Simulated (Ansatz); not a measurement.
## What a change does: single-point calculation on Pt

System: Pt (1 atom in the cell).
Method of the first run: DFT, r2SCAN, plane waves (500 eV) with PAW, scalar-relativistic, spin-polarised (Ansatz 0.2.0).

Text and figures count atoms from 1; the logs count them from 0 in places.

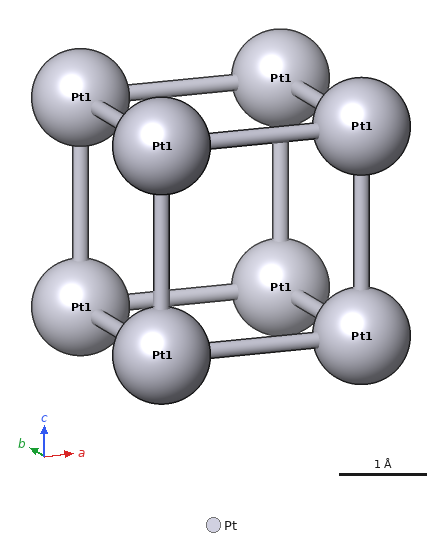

The structure (ball-and-stick view of the cell of the calculation, seen slightly off an axis; atoms are numbered from 1 in the order of the input).

## Input file, the first run
```yaml
crystal:
  lattice:
    - [2.4947844635, 0.0, 0.0]
    - [0.0, 2.4947844635, 0.0]
    - [0.0, 0.0, 2.4947844635]
  atoms:
    - { symbol: Pt, position: [0.0, 0.0, 0.0], spin: 1.0 }
hamiltonian:
  xc: r2scan
  pseudopotentials:
    kind: paw
    azcp:
      Pt: "pseudopotentials/Pt.paw.azcp"
basis:
  ecutwfc: 500
  fft_grid_basis: typed
kpoints:
  mp_grid: { grid: [20, 20, 20], shift: [0, 0, 0] }
magnetization:
  spin_polarized: true
scf:
  occupations: { method: fermi_dirac, width: 0.05 }
output:
  stress: true
```

Hardware: 2 threads of an x86-64 CPU, shared host.

## Output, shortened to warnings, some set-up lines, iterations and results (the first run)
```
WARN: the starting moments were not kept: the SCF closed with an absolute magnetisation of 2.9e-6 μB, where they sum to 1 μB in size (1 site). That is at most 0.1 of that sum. Measured as dr2_m measures the in/out step, that magnetisation stands 4.9e-12 eV from none, at or under the dr2_threshold of 1.0e-7 eV: it is no larger than a step whose dr2_m would equal this threshold. The system may hold …
Basis set: ecut = 500 eV, 389 PW (Γ), exchange–correlation on 80×80×80 points (64 copies of the dense FFT grid, shifted against one another)
Symmetry: 48 space group operations
k-points: 286 of 8000
Initial density: superposition of atomic densities (chi_scale 0.1, normalization cell)
[...]
SCF iter   1: F=—  HF=-12536.143238 eV  |F-HF|=—  |Δ(HF+E_count)|=         —  Δρ=4.90e-2 (↑4.90e-2 ↓2.76e-2)  dr2=5.70e-1  dr2_τ=1.03e-2  dr2_m=5.56e-2  M=0.541 μB ∫|m|=0.548 …
SCF iter   2: F=—  HF=-12535.968786 eV  |F-HF|=—  |Δ(HF+E_count)|=   1.74e-1  Δρ=2.54e-2 (↑2.54e-2 ↓1.73e-2)  dr2=1.39e-1  dr2_τ=7.29e-3  dr2_m=9.83e-3  M=0.493 μB ∫|m|=0.505 …
SCF iter   3: F=—  HF=-12536.173100 eV  |F-HF|=—  |Δ(HF+E_count)|=         —  Δρ=2.93e-2 (↑2.93e-2 ↓2.09e-2)  dr2=4.15e-2  dr2_τ=1.11e-2  dr2_m=7.29e-2  M=0.098 μB ∫|m|=0.115 …
SCF iter   4: F=—  HF=-12536.160169 eV  |F-HF|=—  |Δ(HF+E_count)|=   1.29e-2  Δρ=1.90e-2 (↑1.90e-2 ↓1.64e-2)  dr2=1.12e-2  dr2_τ=1.17e-3  dr2_m=3.64e-2  M=0.072 μB ∫|m|=0.082 …
SCF iter   5: F=—  HF=-12536.153095 eV  |F-HF|=—  |Δ(HF+E_count)|=   7.07e-3  Δρ=8.37e-3 (↑7.48e-3 ↓8.37e-3)  dr2=1.46e-3  dr2_τ=2.18e-4  dr2_m=7.28e-3  M=0.021 μB ∫|m|=0.029 …
[... 11 lines ...]
SCF iter  17: F=—  HF=-12536.147528 eV  |F-HF|=—  |Δ(HF+E_count)|=  3.58e-10  Δρ=7.70e-7 (↑4.12e-7 ↓7.70e-7)  dr2=2.69e-11  dr2_τ=6.88e-12  dr2_m=4.70e-11  M=-0.000 μB …
SCF iter  18: F=—  HF=-12536.147528 eV  |F-HF|=—  |Δ(HF+E_count)|=  4.55e-11  Δρ=6.98e-7 (↑6.11e-7 ↓6.98e-7)  dr2=1.51e-12  dr2_τ=8.64e-12  dr2_m=6.08e-11  M=-0.000 μB …
SCF iter  19: F=—  HF=-12536.147528 eV  |F-HF|=—  |Δ(HF+E_count)|=  8.00e-11  Δρ=4.34e-7 (↑4.29e-7 ↓4.34e-7)  dr2=1.49e-14  dr2_τ=3.77e-12  dr2_m=2.65e-11  M=-0.000 μB …
SCF iter  20: F=-12536.147528 eV  HF=-12536.147528 eV  |F-HF|=7.28e-12  |Δ(HF+E_count)|=  6.18e-11  Δρ=1.44e-7 (↑1.34e-7 ↓1.44e-7)  dr2=5.47e-14  dr2_τ=3.87e-13  …
SCF 1 converged in 20 iterations: F = -12536.147528 eV  dr2 = 5.47e-14
WARN: the starting moments were not kept: the SCF closed with an absolute magnetisation of 2.9e-6 μB, where they sum to 1 μB in size (1 site). That is at most 0.1 of that sum. Measured as dr2_m measures the in/out step, that magnetisation stands 4.9e-12 eV from none, at or under the dr2_threshold …
this state was not tested for a lower state beside it, because the mixer in use, unlike msr1, does not test its closes by its own steps (another_mixer; see scf.mixing.algorithm and scf.lower_state_search)
SCF converged after 20 iterations
Magnetization: -0.0000 μB (9.0000 up, 9.0000 down)
Absolute magnetization: 0.0000 μB (∫|ρ↑−ρ↓|, with the PAW one-centre terms)
Spin contamination: 0.0000 ħ² per cell (⟨S²⟩ above its minimum at these occupations)
Per-site moments (μB) at R_I (Å): [(-2.6482067442677423e-6, 1.0290985911937498)]
Free energy (F): -12536.147528 eV
Harris-Foulkes:  -12536.147528 eV  (|F-HF|=7.28e-12)
Internal energy: -12536.138195 eV  (E = F + TS)
E sigma→0 (E₀):  -12536.142862 eV
Entropy (-TS):   -0.009334 eV (-9.334 meV/atom)
Fermi energy:    22.279098 eV
--- Per-component energies (eV) ---
  E_band       = -163.885379
  E_kinetic    = 643.489565
  E_local      = -1600.607177  (includes V_loc(G=0)·N_el)
  E_nonlocal   = 202.721283
  E_hartree    = 604.321507
[...]
```

For the second run the input was changed thus:
```diff
-    - [2.4947844635, 0.0, 0.0]
-    - [0.0, 2.4947844635, 0.0]
-    - [0.0, 0.0, 2.4947844635]
+    - [2.7036147945, 0.0, 0.0]
+    - [0.0, 2.7036147945, 0.0]
+    - [0.0, 0.0, 2.7036147945]
```

How does the second run compare with the first run?

With the same functional and potentials, the second run lies 87.2 meV per atom lower. The pressure goes from 36.93 to −17.02 GPa. The volume per atom goes from 15.53 to 19.76 Å³. The SCF takes 21 iterations against 20. The plane waves at Γ go from 389 to 485.

## Output, shortened to warnings, some set-up lines, iterations and results (the second run)
```
WARN: the starting moments were not kept: the SCF closed with an absolute magnetisation of 9.9e-7 μB, where they sum to 1 μB in size (1 site). That is at most 0.1 of that sum. Measured as dr2_m measures the in/out step, that magnetisation stands 5.3e-13 eV from none, at or under the dr2_threshold of 1.0e-7 eV: it is no larger than a step whose dr2_m would equal this threshold. The system may hold …
Basis set: ecut = 500 eV, 485 PW (Γ), exchange–correlation on 80×80×80 points (64 copies of the dense FFT grid, shifted against one another)
Symmetry: 48 space group operations
k-points: 286 of 8000
Initial density: superposition of atomic densities (chi_scale 0.1, normalization cell)
[...]
SCF iter   1: F=—  HF=-12536.188962 eV  |F-HF|=—  |Δ(HF+E_count)|=         —  Δρ=3.96e-2 (↑3.96e-2 ↓2.24e-2)  dr2=5.80e-1  dr2_τ=1.10e-2  dr2_m=3.58e-2  M=0.607 μB ∫|m|=0.617 …
SCF iter   2: F=—  HF=-12536.048432 eV  |F-HF|=—  |Δ(HF+E_count)|=   1.41e-1  Δρ=2.06e-2 (↑2.06e-2 ↓1.47e-2)  dr2=1.49e-1  dr2_τ=5.87e-3  dr2_m=6.13e-3  M=0.523 μB ∫|m|=0.547 …
SCF iter   3: F=—  HF=-12536.246679 eV  |F-HF|=—  |Δ(HF+E_count)|=         —  Δρ=2.35e-2 (↑2.35e-2 ↓1.59e-2)  dr2=4.40e-2  dr2_τ=8.20e-3  dr2_m=5.17e-2  M=0.165 μB ∫|m|=0.186 …
SCF iter   4: F=—  HF=-12536.248034 eV  |F-HF|=—  |Δ(HF+E_count)|=   1.36e-3  Δρ=1.57e-2 (↑1.57e-2 ↓1.35e-2)  dr2=1.28e-2  dr2_τ=1.27e-3  dr2_m=2.86e-2  M=0.104 μB ∫|m|=0.118 …
SCF iter   5: F=—  HF=-12536.242850 eV  |F-HF|=—  |Δ(HF+E_count)|=   5.18e-3  Δρ=7.60e-3 (↑6.72e-3 ↓7.60e-3)  dr2=1.80e-3  dr2_τ=2.11e-4  dr2_m=7.21e-3  M=0.016 μB ∫|m|=0.028 …
[... 12 lines ...]
SCF iter  18: F=—  HF=-12536.234755 eV  |F-HF|=—  |Δ(HF+E_count)|=   2.83e-8  Δρ=2.06e-6 (↑2.06e-6 ↓1.42e-6)  dr2=1.14e-10  dr2_τ=7.48e-11  dr2_m=5.18e-10  M=0.000 μB …
SCF iter  19: F=—  HF=-12536.234755 eV  |F-HF|=—  |Δ(HF+E_count)|=   3.88e-9  Δρ=3.68e-7 (↑2.37e-7 ↓3.68e-7)  dr2=7.70e-12  dr2_τ=9.78e-13  dr2_m=1.58e-11  M=-0.000 μB …
SCF iter  20: F=—  HF=-12536.234755 eV  |F-HF|=—  |Δ(HF+E_count)|=  2.20e-10  Δρ=3.66e-7 (↑3.29e-7 ↓3.66e-7)  dr2=4.06e-13  dr2_τ=1.04e-12  dr2_m=2.18e-11  M=-0.000 μB …
SCF iter  21: F=-12536.234755 eV  HF=-12536.234755 eV  |F-HF|=2.18e-11  |Δ(HF+E_count)|=  3.84e-10  Δρ=1.66e-7 (↑1.34e-7 ↓1.66e-7)  dr2=1.88e-11  dr2_τ=2.70e-13  …
SCF 1 converged in 21 iterations: F = -12536.234755 eV  dr2 = 1.88e-11
WARN: the starting moments were not kept: the SCF closed with an absolute magnetisation of 9.9e-7 μB, where they sum to 1 μB in size (1 site). That is at most 0.1 of that sum. Measured as dr2_m measures the in/out step, that magnetisation stands 5.3e-13 eV from none, at or under the dr2_threshold …
this state was not tested for a lower state beside it, because the mixer in use, unlike msr1, does not test its closes by its own steps (another_mixer; see scf.mixing.algorithm and scf.lower_state_search)
SCF converged after 21 iterations
Magnetization: 0.0000 μB (9.0000 up, 9.0000 down)
Absolute magnetization: 0.0000 μB (∫|ρ↑−ρ↓|, with the PAW one-centre terms)
Spin contamination: 0.0000 ħ² per cell (⟨S²⟩ above its minimum at these occupations)
Per-site moments (μB) at R_I (Å): [(5.188063950675602e-7, 1.11524110273125)]
Free energy (F): -12536.234755 eV
Harris-Foulkes:  -12536.234755 eV  (|F-HF|=2.18e-11)
Internal energy: -12536.221236 eV  (E = F + TS)
E sigma→0 (E₀):  -12536.227995 eV
Entropy (-TS):   -0.013519 eV (-13.519 meV/atom)
Fermi energy:    15.871431 eV
--- Per-component energies (eV) ---
  E_band       = -261.023096
  E_kinetic    = 635.327058
  E_local      = -1907.648726  (includes V_loc(G=0)·N_el)
  E_nonlocal   = 202.712202
  E_hartree    = 710.309535
[...]
```

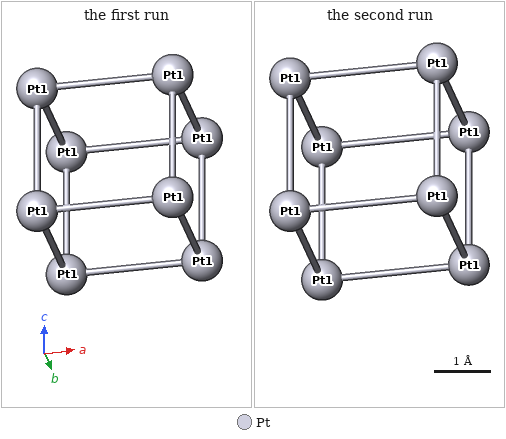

The two input geometries at one scale (ball-and-stick view of the cell of the calculation, seen at an oblique angle). The atoms keep their places relative to the cell (all moves are under 0.005 Å). The drawn cell changes as follows: a = b = c 2.495 → 2.704 Å (+8.4 %); the volume changes by +27.3 %. Among the contacts that change: Pt1–Pt1 2.495 → 2.704 Å.

## The two runs side by side

| quantity | the first run | the second run |
| --- | --- | --- |
| outcome | converged | converged |
| free energy per atom (eV) | −12536.1475 | −12536.2348 |
| energy per atom, smearing taken to zero (eV) | −12536.1429 | −12536.2280 |
| net moment of the cell (μB) | 0.00 | 0.00 |
| absolute moment of the cell (μB) | 0.00 | 0.00 |
| pressure (GPa) | 36.93 | −17.02 |
| volume per atom (Å³) | 15.53 | 19.76 |
| SCF iterations | 20 | 21 |
| irreducible k-points | 286 | 286 |
| plane waves at Γ | 389 | 485 |
| wall time (shared host) | 17 s | 29 s |

For both runs: Warnings: some starting moments were not kept; the state was not tested for a lower one. Spin–orbit coupling is left out, which matters for Pt. For the first run: The cell is under a pressure of 37 GPa at this level, so it is not at its equilibrium volume. For the second run: The cell is under a tension of 17.0 GPa at this level, so it is not at its equilibrium volume.
